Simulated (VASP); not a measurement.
# ZnS: geometry relaxation (part 1 of 2)

The run: geometry relaxation of ZnS (F-43m, 2 atoms in the cell). Method and program: Kohn-Sham DFT of a periodic cell, r2SCAN, VASP PAW PBE potentials, recommended, no spin polarisation (VASP 6.6.1).

The structure derives from an entry of the Crystallography Open Database.

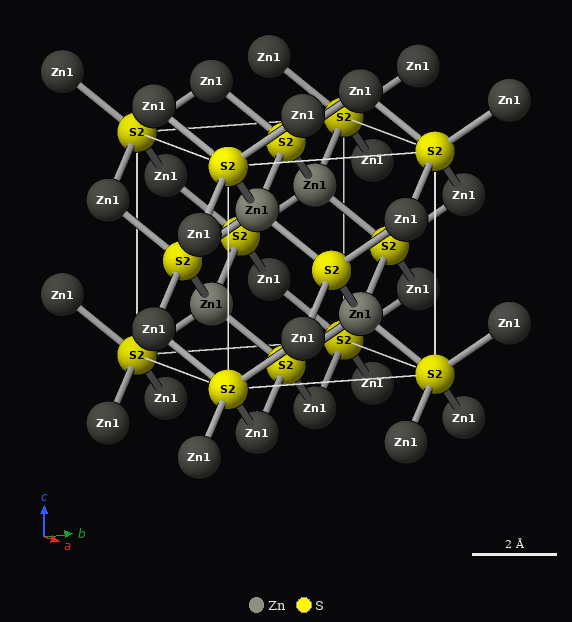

Figure 1. The input geometry (ball-and-stick view of the cell 4 times as large as that of the calculation, set on its symmetry axes, seen slightly off an axis; neighbours outside the cell are drawn fainter; atoms are numbered from 1 in the order of the input).

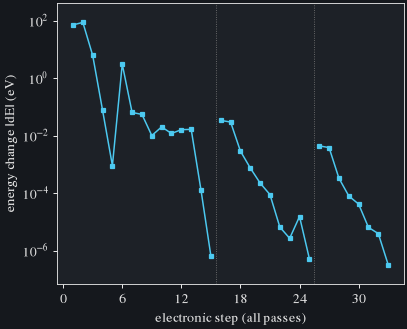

Figure 2. Convergence of the self-consistent field: energy change |dE| against the electronic step. Each stretch between dotted lines is the SCF of one geometry step of a relaxation. The 3 ionic steps take 8 to 15 electronic steps each. The density is held fixed in the first few steps, and dE rises again when its update begins.

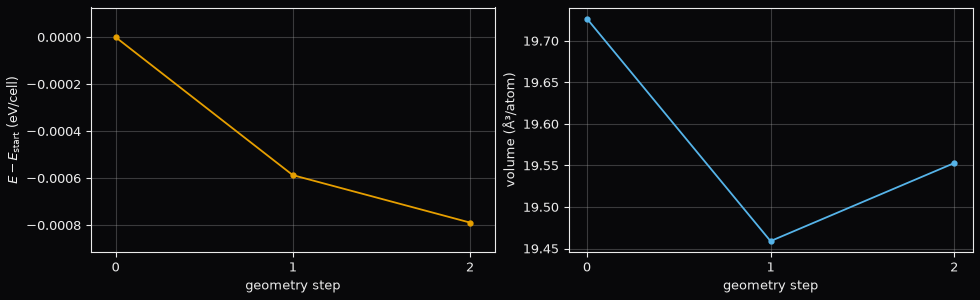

Figure 3. Progress of the relaxation, step by step (steps are counted from 0). The atoms keep their places relative to the cell (all moves are under 0.005 Å). Cell: a = b = c 5.404 → 5.388 Å (−0.3 %). Volume −0.9 %. Among the contacts that change: Zn1–S2 2.340 → 2.333 Å. The space group stays F-43m (No. 216). The energy falls by 0.8 meV per cell of the calculation in 2 geometry steps. All forces vanish by symmetry, so only the cell relaxes. (Atoms are counted from 1 in the order of the input.)

The input and output of the run follow.

**INCAR**
```
PREC = Accurate ; ENCUT = 600
EDIFF = 1E-6 ; ISMEAR = 0
SIGMA = 0.05 ; LREAL = False
LASPH = True ; NELM = 60
ALGO = Normal ; ISIF = 3
LWAVE = False ; LCHARG = False
METAGGA = R2SCAN ; LMIXTAU = True
IBRION = 2 ; NSW = 60
EDIFFG = -0.01
```

**KPOINTS**
```
regular mesh
0
Gamma
  9 9 9
```

**POSCAR**
```
ZnS
1.0
    0.0000000000      2.7020000000      2.7020000000
    2.7020000000      0.0000000000      2.7020000000
    2.7020000000      2.7020000000      0.0000000000
Zn S
1 1
Direct
    0.7500000000      0.7500000000      0.7500000000
    0.0000000000      0.0000000000      0.0000000000
```

Launched with:
```bash
cat potpaw_PBE.64/Zn/POTCAR potpaw_PBE.64/S/POTCAR > POTCAR
mpirun -np 1 vasp_std > vasp.out
```

**OSZICAR**
```
N       E                     dE             d eps       ncg     rms          rms(c)
DAV:   1     0.716950773622E+02    0.71695E+02   -0.97826E+03   910   0.184E+03
DAV:   2    -0.156719787008E+02   -0.87367E+02   -0.82816E+02   985   0.309E+02
DAV:   3    -0.218650420546E+02   -0.61931E+01   -0.61525E+01  1130   0.767E+01
DAV:   4    -0.219420649592E+02   -0.77023E-01   -0.76988E-01  1020   0.897E+00
DAV:   5    -0.219429731060E+02   -0.90815E-03   -0.90811E-03  1105   0.965E-01    0.709E+00
DAV:   6    -0.188541787793E+02    0.30888E+01   -0.20608E+00  1055   0.489E+01    0.656E+00
DAV:   7    -0.187898850403E+02    0.64294E-01   -0.66374E-01   950   0.164E+01    0.347E+00
DAV:   8    -0.188448347779E+02   -0.54950E-01   -0.13386E-01   915   0.532E+00    0.155E+00
DAV:   9    -0.188347320468E+02    0.10103E-01   -0.13166E-01   910   0.434E+00    0.388E-01
DAV:  10    -0.188549156504E+02   -0.20184E-01   -0.49388E-02   910   0.256E+00    0.156E-01
DAV:  11    -0.188668333047E+02   -0.11918E-01   -0.51623E-03   955   0.957E-01    0.568E-02
DAV:  12    -0.188506397911E+02    0.16194E-01   -0.60874E-03   910   0.104E+00    0.102E-01
DAV:  13    -0.188671973313E+02   -0.16558E-01   -0.39829E-03   910   0.765E-01    0.202E-02
DAV:  14    -0.188673217605E+02   -0.12443E-03   -0.85042E-05  1055   0.113E-01    0.932E-03
DAV:  15    -0.188673224156E+02   -0.65520E-06   -0.44822E-06   985   0.279E-02
   1 F= -.18867322E+02 E0= -.18867322E+02  d E =-.188673E+02
       N       E                     dE             d eps       ncg     rms          rms(c)
DAV:   1    -0.189012893289E+02   -0.33968E-01   -0.43443E-01  1080   0.159E+01    0.134E+00
DAV:   2    -0.188714165622E+02    0.29873E-01   -0.10243E-01  1090   0.112E+01    0.533E-01
DAV:   3    -0.188685184123E+02    0.28981E-02   -0.30138E-03   915   0.667E-01    0.252E-01
DAV:   4    -0.188677682255E+02    0.75019E-03   -0.32278E-03   990   0.731E-01    0.125E-01
DAV:   5    -0.188679926363E+02   -0.22441E-03   -0.33985E-04   920   0.226E-01    0.111E-01
DAV:   6    -0.188679037882E+02    0.88848E-04   -0.27754E-04  1223   0.174E-01    0.379E-02
DAV:   7    -0.188678971748E+02    0.66134E-05   -0.73072E-05   910   0.101E-01    0.193E-02
DAV:   8    -0.188678945016E+02    0.26732E-05   -0.30660E-05   910   0.721E-02    0.732E-03
DAV:   9    -0.188679098380E+02   -0.15336E-04   -0.15925E-05   910   0.476E-02    0.748E-03
DAV:  10    -0.188679093157E+02    0.52223E-06   -0.10210E-06   650   0.123E-02
   2 F= -.18867909E+02 E0= -.18867909E+02  d E =-.586900E-03
       N       E                     dE             d eps       ncg     rms          rms(c)
DAV:   1    -0.188723183224E+02   -0.44085E-02   -0.54301E-02  1070   0.572E+00    0.468E-01
DAV:   2    -0.188684712268E+02    0.38471E-02   -0.11855E-02  1090   0.346E+00    0.188E-01
DAV:   3    -0.188681396021E+02    0.33162E-03   -0.35578E-04   915   0.209E-01    0.896E-02
DAV:   4    -0.188680595688E+02    0.80033E-04   -0.40597E-04   970   0.231E-01    0.418E-02
DAV:   5    -0.188681011476E+02   -0.41579E-04   -0.48814E-05   915   0.838E-02    0.357E-02
DAV:   6    -0.188681075611E+02   -0.64135E-05   -0.53809E-05  1260   0.790E-02    0.181E-02
DAV:   7    -0.188681114694E+02   -0.39083E-05   -0.14524E-05   930   0.501E-02    0.671E-03
DAV:   8    -0.188681111441E+02    0.32531E-06   -0.37073E-06   910   0.268E-02
   3 F= -.18868111E+02 E0= -.18868111E+02  d E =-.788728E-03
```

**Parts of OUTCAR**
```
PREC = Accurate
   ENCUT = 600
   EDIFF = 1E-6
   ISMEAR = 0
   LREAL = False
   LASPH = True
   NELM = 60
   ISIF = 3
   METAGGA = R2SCAN
   IBRION = 2
   NSW = 60
   EDIFFG = -0.01

 ion  position               nearest neighbor table
   1  0.750  0.750  0.750-   2 2.34   2 2.34   2 2.34   2 2.34
   2  0.000  0.000  0.000-   1 2.34   1 2.34   1 2.34   1 2.34

  LATTYP: Found a face centered cubic cell.
 ALAT       =     5.4040000000

  Lattice vectors:

 A1 = (   0.0000000000,   2.7020000000,   2.7020000000)
 A2 = (   2.7020000000,   0.0000000000,   2.7020000000)
 A3 = (   2.7020000000,   2.7020000000,   0.0000000000)

Analysis of symmetry for initial positions (statically):
=====================================================================
 Subroutine PRICEL returns:
 Original cell was already a primitive cell.

 Routine SETGRP: Setting up the symmetry group for a
 face centered cubic supercell.

 Subroutine GETGRP returns: Found 24 space group operations
 (whereof 24 operations were pure point group operations)
 out of a pool of 48 trial point group operations.

The static configuration has the point symmetry T_d .

Analysis of symmetry for dynamics (positions and initial velocities):
=====================================================================
 Subroutine PRICEL returns:
 Original cell was already a primitive cell.

 Routine SETGRP: Setting up the symmetry group for a
 face centered cubic supercell.

 Subroutine GETGRP returns: Found 24 space group operations
 (whereof 24 operations were pure point group operations)
 out of a pool of 48 trial point group operations.

The dynamic configuration has the point symmetry T_d .

 Subroutine INISYM returns: Found 24 space group operations
 (whereof 24 operations are pure point group operations),
 and found     1 'primitive' translations

----------------------------------------------------------------------------------------

                                     Primitive cell

  volume of cell :      39.4535

  direct lattice vectors                    reciprocal lattice vectors
     0.000000000  2.702000000  2.702000000    -0.185048113  0.185048113  0.185048113
     2.702000000  0.000000000  2.702000000     0.185048113 -0.185048113  0.185048113
     2.702000000  2.702000000  0.000000000     0.185048113  0.185048113 -0.185048113

  length of vectors
     3.821205046  3.821205046  3.821205046     0.320512733  0.320512733  0.320512733

  position of ions in fractional coordinates (direct lattice)
     0.750000000  0.750000000  0.750000000
     0.000000000  0.000000000  0.000000000

  ion indices of the primitive-cell ions
   primitive index   ion index
                 1           1
                 2           2

----------------------------------------------------------------------------------------

 KPOINTS: regular mesh

Automatic generation of k-mesh.
 Grid dimensions read from file:
 generate k-points for:    9    9    9

 Generating k-lattice:

  Cartesian coordinates                     Fractional coordinates (reciprocal lattice)
    -0.020560901  0.020560901  0.020560901     0.111111111  0.000000000  0.000000000
     0.020560901 -0.020560901  0.020560901     0.000000000  0.111111111  0.000000000
     0.020560901  0.020560901 -0.020560901     0.000000000  0.000000000  0.111111111

  Length of vectors
     0.035612526  0.035612526  0.035612526

  Shift w.r.t. Gamma in fractional coordinates (k-lattice)
     0.000000000  0.000000000  0.000000000

 Subroutine IBZKPT returns following result:
 ===========================================

 Found     35 irreducible k-points:

 Following reciprocal coordinates:
            Coordinates               Weight
  0.000000  0.000000  0.000000      1.000000
  0.111111  0.000000  0.000000      8.000000
  0.222222  0.000000  0.000000      8.000000
  0.333333  0.000000  0.000000      8.000000
  0.444444  0.000000  0.000000      8.000000
  0.111111  0.111111  0.000000      6.000000
  0.222222  0.111111  0.000000     24.000000
  0.333333  0.111111  0.000000     24.000000
  0.444444  0.111111  0.000000     24.000000
 -0.444444  0.111111  0.000000     24.000000
 -0.333333  0.111111  0.000000     24.000000
 -0.222222  0.111111  0.000000     24.000000
 -0.111111  0.111111  0.000000     12.000000
  0.222222  0.222222  0.000000      6.000000
  0.333333  0.222222  0.000000     24.000000
  0.444444  0.222222  0.000000     24.000000
 -0.444444  0.222222  0.000000     24.000000
 -0.333333  0.222222  0.000000     24.000000
 -0.222222  0.222222  0.000000     12.000000
  0.333333  0.333333  0.000000      6.000000
  0.444444  0.333333  0.000000     24.000000
 -0.444444  0.333333  0.000000     24.000000
 -0.333333  0.333333  0.000000     12.000000
  0.444444  0.444444  0.000000      6.000000
 [... further k-points ...]
   k-points           NKPTS =     35   k-points in BZ     NKDIM =     35   number of bands    NBANDS=     13
   number of dos      NEDOS =    301   number of ions     NIONS =      2
   total plane-waves  NPLWV =  32768
   dimension x,y,z NGX =    32 NGY =   32 NGZ =   32
   dimension x,y,z NGXF=    64 NGYF=   64 NGZF=   64
   ions per type =               1   1
   NGX,Y,Z   is equivalent  to a cutoff of  13.92, 13.92, 13.92 a.u.
   NGXF,Y,Z  is equivalent  to a cutoff of  27.84, 27.84, 27.84 a.u.
 SYSTEM =  unknown system
   PREC   = accura    normal or accurate (medium, high low for compatibility)
   ISTART =      0    job   : 0-new  1-cont  2-samecut
   ICHARG =      2    charge: 1-file 2-atom 10-const
   ISPIN  =      1    spin polarized calculation?
   LNONCOLLINEAR =      F non collinear calculations
   LSORBIT =      F    spin-orbit coupling
   LASPH  =      T    aspherical Exc in radial PAW
   ENCUT  =  600.0 eV  44.10 Ry    6.64 a.u.   7.63  7.63  7.63*2*pi/ulx,y,z
   NELM   =     60;   NELMIN=  2; NELMDL= -5     # of ELM steps
   EDIFF  = 0.1E-05   stopping-criterion for ELM
   LREAL  =      F    real-space projection
   EDIFFG = -.1E-01   stopping-criterion for IOM
   NSW    =     60    number of steps for IOM
   IBRION =      2    ionic relax: 0-MD 1-quasi-New 2-CG
   NFREE  =      1    steps in history (QN), initial steepest desc. (CG)
   ISIF   =      3    stress and relaxation
   ISYM   =      2    0-nonsym 1-usesym 2-fastsym
   POTIM  = 0.5000    time-step for ionic-motion
   TEBEG  =    0.0;   TEEND  =   0.0 temperature during run
   PSTRESS=    0.0 pullay stress
   NELECT =      18.0000    total number of electrons
   NUPDOWN=      -1.0000    fix difference up-down
   EMIN   =  10.00;   EMAX   =-10.00  energy-range for DOS
   EFERMI =   0.00;   METHOD = LEGACY
   ISMEAR =     0;   SIGMA  =   0.05  broadening in eV -4-tet -1-fermi 0-gaus
   EFERMI_NEDOS =   21; number of points for ismear=-14 and -15
   IALGO  =     38    algorithm
   IMIX   =      4    mixing-type and parameters
     AMIX     =   0.40;   BMIX     =  1.00
     AMIX_MAG =   1.60;   BMIX_MAG =  1.00
  volume/ion in A,a.u.               =      19.73       133.12
  Fermi-wavevector in a.u.,A,eV,Ry     =   1.260290  2.381602 21.610537  1.588330
  Thomas-Fermi vector in A             =   2.393807
   LORBIT       =      0    0 simple, 1 ext, 2 COOP (PROOUT), +10 PAW based schemes
   METAGGA = R2SCAN    functional components
   LHFCALC =     F    Hartree Fock is set to
   AEXX    =    0.0000 exact exchange contribution
   IVDW    =     0    specifies the selected vdW correction
   LEPSILON=     F    determine dielectric tensor
   LRPA    =     F    only Hartree local field effects (RPA)
 conjugate gradient relaxation of ions
 non-spin polarized calculation
 Gauss-broadening in eV      SIGMA  =   0.05
  energy-cutoff  :      600.00
  volume of cell :       39.45
```
